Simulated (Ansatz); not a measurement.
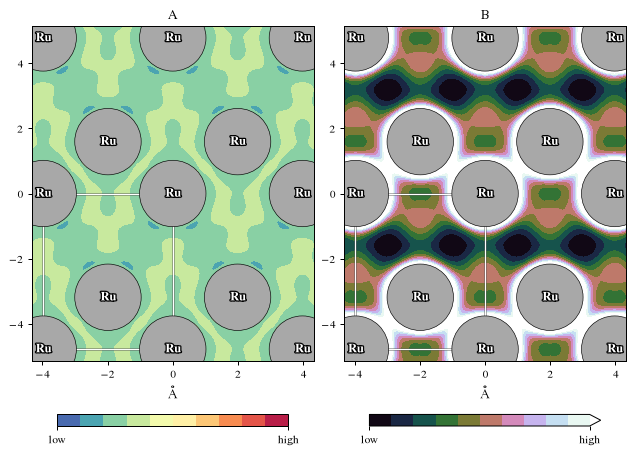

Ru: 2 fields on the (110) plane of the conventional cell, with unlabelled colour scales. Grey discs cover the atomic cores.

Space group P6₃/mmc; changed on purpose from its base cell (strained and moved within the space group); computed pressure about 22 GPa in this cell; computed without spin polarisation.

All numbers below come from Ansatz 0.2.0, DFT PBE, scalar-relativistic, plane waves, PAW.

Match the panels to the quantities (electron localisation function and valence pseudo-density).

Answer. Panel A: electron localisation function. Panel B: valence pseudo-density. From the grid: Ru–Ru (2.55 Å): the density is about 0.51 e/Å³ at the midpoint; the ELF is about 0.30 at the midpoint.
